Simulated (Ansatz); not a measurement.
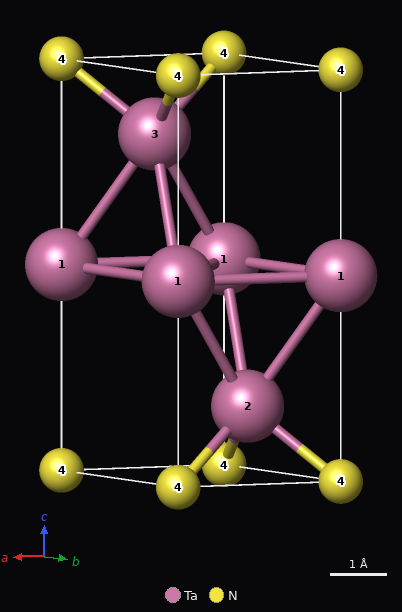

Reference structure: a symmetric starting cell of Ta3N. The picture is a ball-and-stick view of the cell of the calculation, seen from a free direction.

Theory: Ansatz 0.2.0, DFT r2SCAN, scalar-relativistic, plane waves, PAW. Settings: plane-wave cutoff 500 eV; k-point mesh 15 × 15 × 6; occupations gaussian; smearing width 0.1 eV; no spin polarisation.

Now this is done to it. All lengths are scaled by +0.5 % (volume +1.6 %), the atoms keeping their fractional coordinates. No relaxation follows. The starting cell wasn't computed here and needn't be at equilibrium, so pressure and forces aren't due to the change alone.

Q: What does the calculation give for the changed structure?

A: Among the bonded contacts that change: Ta–Ta 3.032 → 3.048 Å, Ta–Ta 3.014 → 3.030 Å, N–Ta 2.186 → 2.197 Å. The space group stays P-3m1 (No. 164). The pressure is −7.6 GPa (not all of it need come from the change, since the unchanged cell can be under pressure at this level too). The principal stresses (compression positive) are −6.0 GPa along c and −8.4 GPa across it. The largest forces, 0.13 eV/Å, act on Ta2 and Ta3; on Ta3 it points along +c.
